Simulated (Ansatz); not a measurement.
A structure file:

```yaml
crystal:
  lattice:
    - [2.49881, 0.00000, 0.00000]
    - [-1.24941, 2.16404, 0.00000]
    - [0.00000, 0.00000, 27.84429]
  atoms:
    - { symbol: C, position: [0.33333, 0.66667, 0.27194] }
    - { symbol: C, position: [0.66667, 0.33333, 0.29071] }
    - { symbol: C, position: [0.66667, 0.33333, 0.34666] }
    - { symbol: C, position: [0.33333, 0.66667, 0.36543] }
    - { symbol: C, position: [0.33333, 0.66667, 0.42137] }
    - { symbol: C, position: [0.66670, 0.33330, 0.43540] }
    - { symbol: C, position: [0.80619, 0.19381, 0.55534] }
    - { symbol: C, position: [0.47284, 0.52716, 0.55555] }
    - { symbol: C, position: [0.18458, 0.81542, 0.67639] }
    - { symbol: C, position: [0.51790, 0.48210, 0.66563] }
    - { symbol: N, position: [0.18084, 0.81916, 0.72806] }
```

Before looking at a picture, describe the arrangement of atoms.

The formula is C$_{10}$N. The cell comprises 1 formula unit: 10 C, 1 N. The neighbours of N is one C at 1.44 Å. The numbers of neighbours within bonding distance are C 3 to 4 (mean 3.5). The bonds build C and C2N layers parallel to (001).

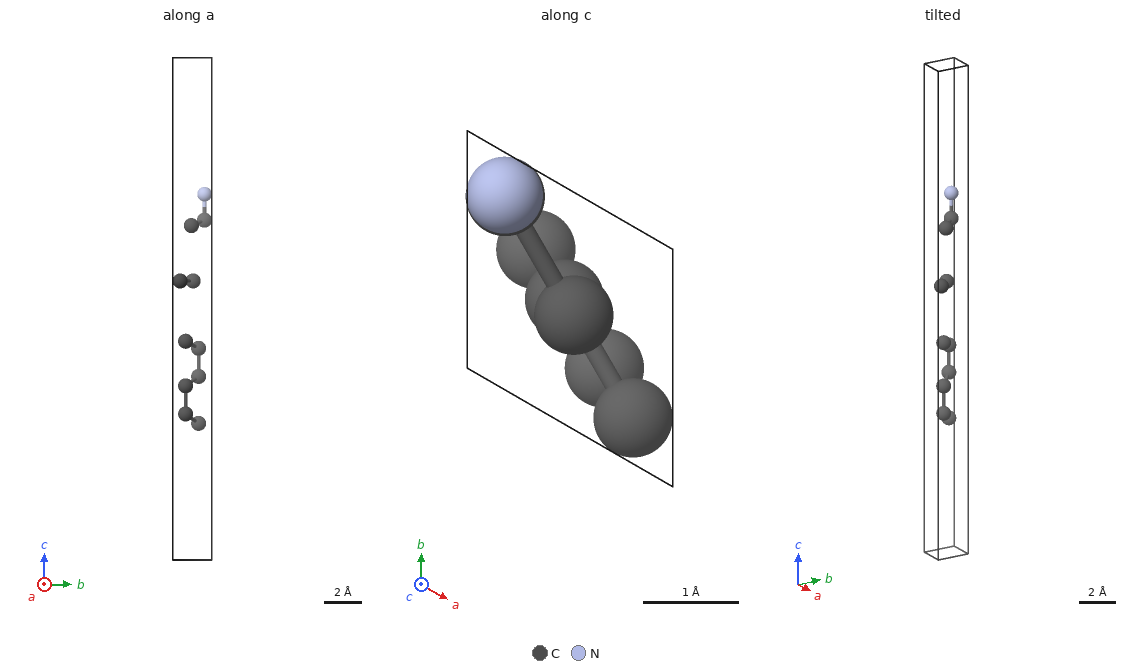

Crystal structure, ball-and-stick style, seen along the a axis, along the c axis and slightly off an axis. The wireframe shows the simulation cell.

The model was built from an entry, possibly a prediction, of the Crystallography Open Database, from which a slab was cut and an adsorbate added. The atoms were relaxed in a fixed cell with Ansatz 0.2.0, DFT PBEsol, scalar-relativistic, plane waves, PAW, but for five held in place.

At this level of theory the run's own cell isn't at rest (forces up to 4.2 eV/Å), so its distances can differ from those at equilibrium, the more so the softer the solid.
